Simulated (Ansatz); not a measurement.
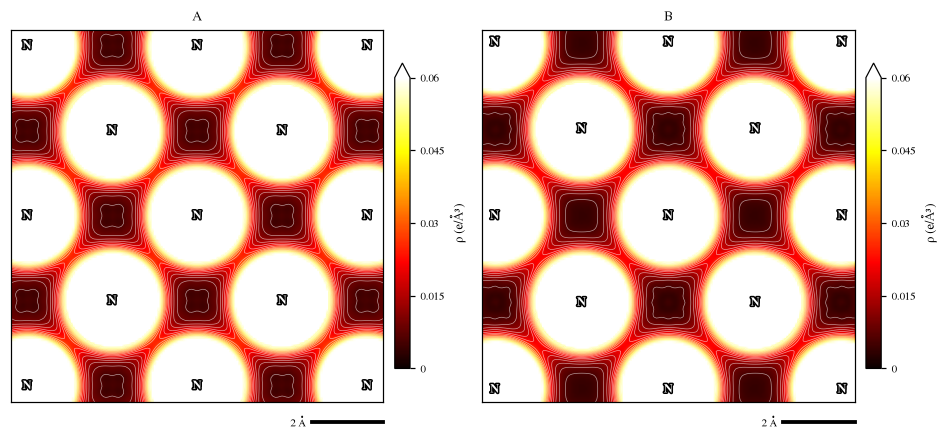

N. The valence charge density (pseudo) of two cells that differ in size, on the (100) plane of each (indices in the axes of the calculation cell), at one length scale and on one colour scale; one has 26.5 and the other 28.2 Å³ an atom.

Space group Fm-3m; spin-polarised.

These are results of DFT LDA, scalar-relativistic, plane waves, PAW in Ansatz, not measurements.

Core electrons are frozen (PAW), and the valence fields are smoothed inside the atomic spheres.

The larger cell:

```
N
1.0
     4.83078    0.00000    0.00000
     0.00000    4.83078    0.00000
     0.00000    0.00000    4.83078
N
4
Direct
  0.99998 0.99998 0.99998
  0.50002 0.00002 0.49998
  0.49998 0.50002 0.00002
  0.00002 0.49998 0.50002
```

The smaller cell: a = 4.732 Å, b = 4.732 Å, c = 4.732 Å, α = 90.00°, β = 90.00°, γ = 90.00°.

**Which is the denser cell? Describe the effect of the change.**

Panel A is the smaller cell, by 6 % in volume. From the larger cell to the smaller, N–N goes from 3.42 to 3.35 Å, and the density at its midpoint from 0.02 to 0.03 e/Å³; the pressure goes from 0.0 to 0.2 GPa; the Kohn–Sham gap goes from 1.7 eV to 1.5 eV.
